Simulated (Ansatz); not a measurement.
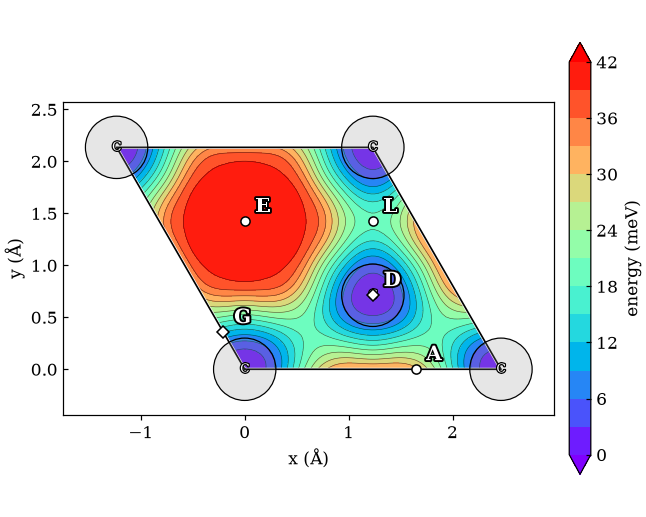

Cl on a two-dimensional sheet of C (8 atoms of substrate and one adsorbate in a 2 × 2 cell). 
- Cl is moved over the surface cell; relaxed at each place: the height of the adsorbate's atoms; substrate rigid; the origin of the map has the adsorbate above C1.
- Places are given modulo a cell vector. The map is drawn in real space over the plane of the surface.
- The grid has 6 × 6 points; 7 points were computed and 29 follow by symmetry.
- Places are given in fractions of the 1 × 1 surface cell.
- All energies are given in meV relative to the lowest grid point.
- Theory: Ansatz 0.2.0, DFT PBE+D3(BJ), scalar-relativistic, plane waves, PAW. Settings: cutoff 420 eV, k-mesh 6×6×1, gaussian smearing 0.1 eV, spin-polarised.

In the figure: filled contours, labelled circles for the atoms of the top layer, the outline of one cell of the plane, one colour for all values above the top of the scale, lettered points. Between grid points the surface is interpolated.

Is E the lowest point of the computed grid?

Answer. No. E lies 39.1 meV above the lowest grid point, which is at the top site over a surface C atom, (0/6, 0/6) of the cell vectors.

What kind of point is each of D, L: minimum, saddle, maximum or slope?

Answer. D: minimum; L: saddle point. (In these two coordinates alone; a stationary point may lie a little off the grid point.)

Rank the lettered points by energy, lowest first.

Answer. D (0.0 meV), G (12.2 meV), L (18.7 meV), A (31.0 meV), E (39.1 meV).

PAW datasets: the set soft_1.
